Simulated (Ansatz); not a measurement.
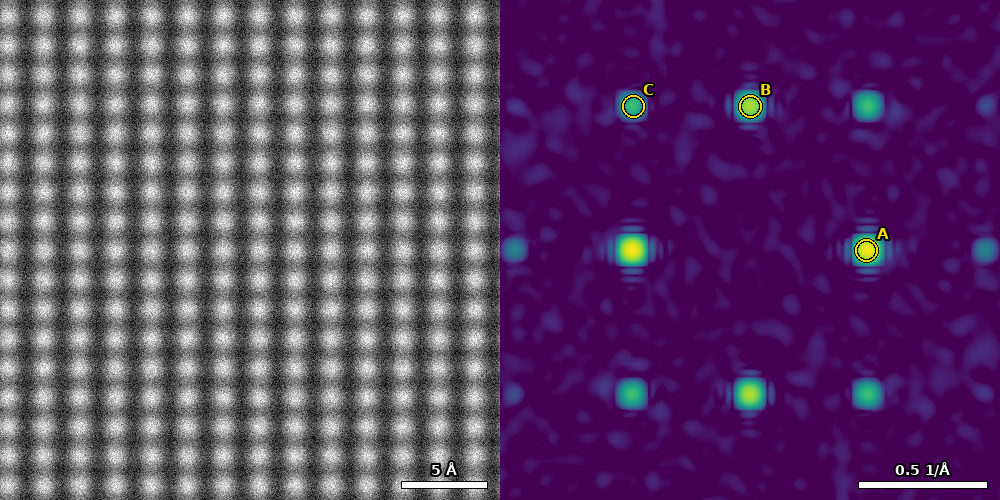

iDPC-like image of Mg (Pm-3m, No. 221) along [211]. Simulated as the projected potential of neutral atoms (B = 0.8 Å²) blurred by a 0.96 Å probe, the thin-sample limit of integrated differential phase contrast. The display is stretched by a gamma of 0.8; percentages refer to the linear signal. Shot noise was added. Atomic positions: the end point of a relaxation with DFT, revPBE, plane waves (420 eV) with PAW, scalar-relativistic (Ansatz); the starting structure was generated, so it need not be a known form of this composition.

The right panel is the modulus of the image's Fourier transform on a logarithmic scale.

a = 3.048 Å, b = 3.048 Å, c = 3.048 Å, α = 90.00°, β = 90.00°, γ = 90.00°

> Index the marked spots and give their plane spacings (the zone axis points at the viewer; indices equivalent by symmetry, or all signs reversed, are as good).

A: (0 1 -1), d = 2.16 Å; B: (-1 1 1), d = 1.76 Å; C: (-1 0 2), d = 1.36 Å. A and B enclose 90°, and every spot obeys the zone law hu + kv + lw = 0 for [211].
